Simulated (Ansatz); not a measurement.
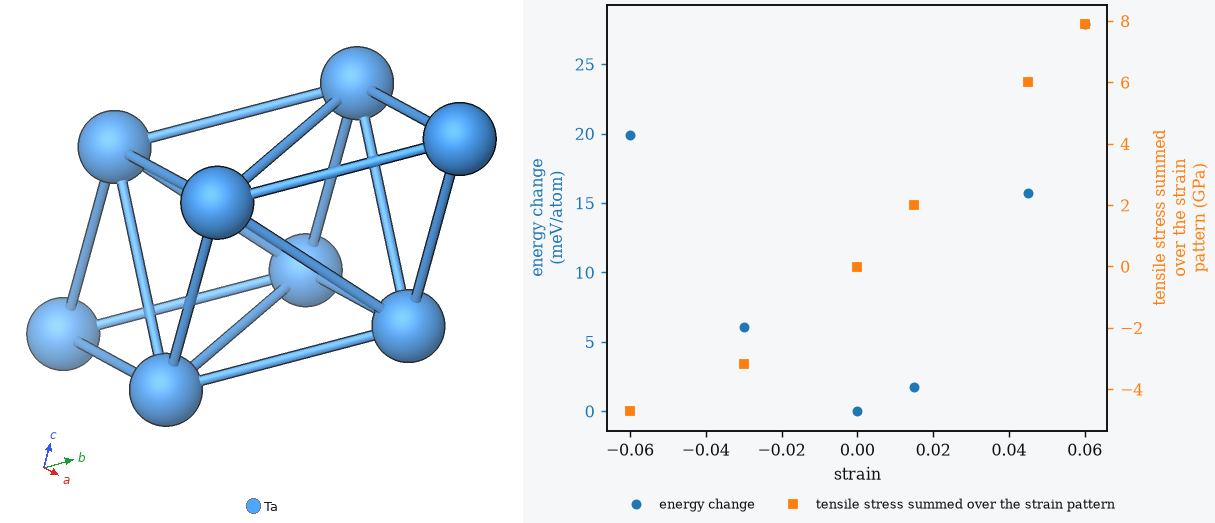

The figure shows the energy change and tensile stress summed over the strain pattern against strain for Ta, space group Fm-3m (No. 225). The cell is drawn beside the plot.

Starting cell:
```xyz
1
Lattice="0.0000 2.1039 2.1039 2.1039 0.0000 2.1039 2.1039 2.1039 0.0000" Properties=species:S:1:pos:R:3 pbc="T T T"
Ta    0.0000    0.0000    0.0000
```

Computed with Ansatz 0.2.0: homogeneous strain of a crystal along one Voigt pattern with engineering shear, fractional coordinates fixed, by plane-wave density functional theory with PAW datasets, free energies less that of the undisturbed cell; scalar-relativistic. Level: r2SCAN, no spin polarisation.

wave cutoff 500 eV; k mesh 24×24×24; occupations Gaussian; smearing width 0.15 eV; k shift (0, 0, 0) (mesh steps); start relaxed; strain pattern (0, 1, 0, 0, 0, 0) (xx yy zz yz xz xy with engineering shear).

Q: Is the given structure stable along this path?

A: Yes: the energy rises on both sides of the starting structure, which is therefore a minimum along this path.

Q: What does the tensile stress summed over the strain pattern do across the range?

A: It rises from −4.7 GPa at strain −0.060 to 7.9 GPa at 0.060, and changes sign near 0.000.
